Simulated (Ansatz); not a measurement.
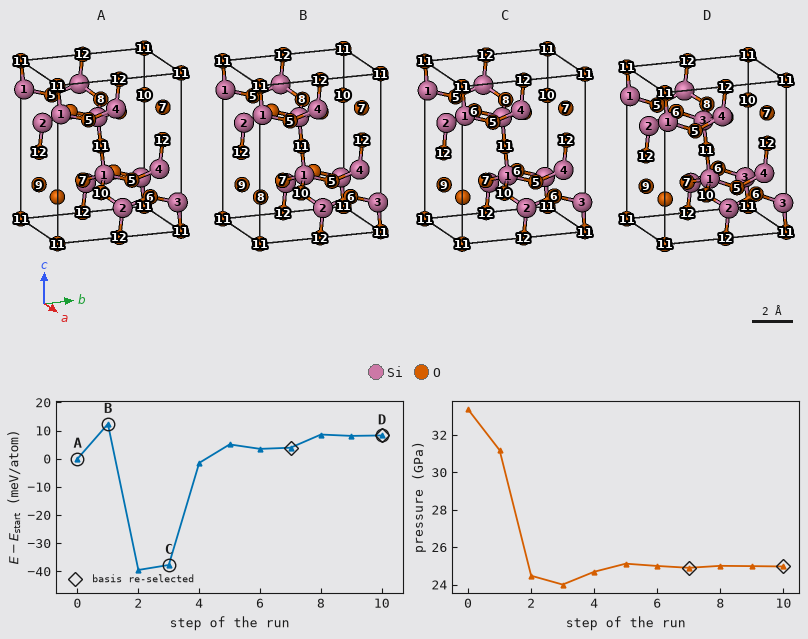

Frames of a relaxation of a crystal of SiO₂ (set up in Imma), marked on the history of the run. The picture is a ball-and-stick view of the conventional cell (2 times the calculation's cell), seen slightly off an axis. Lengths and directions refer to the drawn axes.

Case: relaxed at 25 GPa.

Level of theory: DFT LDA, scalar-relativistic, plane waves, PAW (Ansatz 0.2.0).

Input
```yaml
crystal:
  lattice:
    - [-2.5633628012, 3.3433357809, 4.1328913339]
    - [2.5633628012, -3.3433357809, 4.1328913339]
    - [2.5633628012, 3.3433357809, -4.1328913339]
  atoms:
    - { symbol: Si, position: [0.8434743841, 0.8162369851, 0.0272373989] }
    - { symbol: Si, position: [0.7110004138, 0.1837630149, 0.5272373989] }
    - { symbol: Si, position: [0.1565256159, 0.1837630149, 0.9727626011] }
    - { symbol: Si, position: [0.2889995862, 0.8162369851, 0.4727626011] }
    - { symbol: O, position: [0.0138177876, 0.7638177876, 0.25] }
    - { symbol: O, position: [0.9861822124, 0.2361822124, 0.75] }
    - { symbol: O, position: [0.6773488237, 0.5, 0.6773488237] }
    - { symbol: O, position: [0.3226511763, 0.0, 0.8226511763] }
    - { symbol: O, position: [0.3226511763, 0.5, 0.3226511763] }
    - { symbol: O, position: [0.6773488237, 0.0, 0.1773488237] }
    - { symbol: O, position: [0.0, 0.0, 0.0] }
    - { symbol: O, position: [0.5, 0.0, 0.5] }
basis:
  ecutwfc: 420
kpoints:
  mp_grid: { grid: [6, 6, 6] }
hamiltonian:
  xc: lda
scf:
  occupations: { method: gaussian, width: 0.02 }
output:
  forces: true
  stress: true
  eigenvalues: true
relax:
  adjacent_minimum: "off"
  f_tol: 0.008
  max_steps: 50
  cell: { stress_tol: 0.08, p_target: 25.0 }
```

Command:
```bash
ansatz run input.yaml --threads 2 --pin off --max-ram 5120MiB --backend cpu --events-out ev --progress --plain --runs-dir out
```

**Describe the path.**

Over 8 accepted moves (10 points after the start) the energy rises by 8.3 meV per atom. With the target pressure of 25 GPa, the enthalpy E + pV changes by −35.5 meV per atom. Largest force component: 1.4 eV/Å at the start, 0.0013 eV/Å at the end. The pressure goes from 33.37 to 24.97 GPa. At 2 points the geometry stayed and the basis and grid were re-selected for the new cell (energy shift of 0.4 meV per atom at most each time). The largest moves relative to the cell, 0.28 Å, are those of O5 and O6. O6 goes along +c. By element the largest moves are O 0.28 Å, Si 0.08 Å. The volume changes by −2.4 %, with a 5.127 → 5.298 Å (+3.3 %), b 6.687 → 6.580 Å (−1.6 %), c 8.266 → 7.934 Å (−4.0 %). Among the contacts that change: Si1–O5 1.551 → 1.594 Å, Si1–O11 1.530 → 1.551 Å, Si1–O10 1.546 → 1.564 Å. Bond angles that change, for instance: Si1–O5–Si4 147.6° → 135.1°, O5–Si4–O12 113.1° → 118.8°, O8–Si4–O12 107.5° → 103.4°. The space group stays Imma (No. 74). From step 0 to 1: O atoms move most (0.06 Å), volume −1.5 %, energy +12.4 meV per atom. From step 1 to 3: O atoms move most (0.04 Å), volume +2.2 %, energy −50.1 meV per atom. From step 3 to 10: O atoms move most (0.20 Å), volume −3.1 %, energy +46.0 meV per atom.

| step | E − E(0), meV/atom | largest force component, eV/Å | pressure, GPa | volume, Å³/atom | note |
| --- | --- | --- | --- | --- | --- |
| 0 | 0.00 | 1.3525 | 33.37 | 11.807 |  |
| 1 | 12.36 | 0.8693 | 31.19 | 11.634 |  |
| 2 | -39.50 | 0.4718 | 24.48 | 11.922 |  |
| 3 | -37.73 | 0.4044 | 24.01 | 11.893 |  |
| 4 | -1.46 | 0.4817 | 24.69 | 11.592 |  |
| 5 | 5.11 | 0.0840 | 25.12 | 11.544 |  |
| 6 | 3.52 | 0.0028 | 25.00 | 11.554 |  |
| 7 | 3.93 | 0.0028 | 24.90 | 11.554 | same geometry, new basis |
| 8 | 8.61 | 0.0084 | 25.01 | 11.523 |  |
| 9 | 8.13 | 0.0013 | 24.99 | 11.526 |  |
| 10 | 8.29 | 0.0013 | 24.97 | 11.526 | same geometry, new basis |
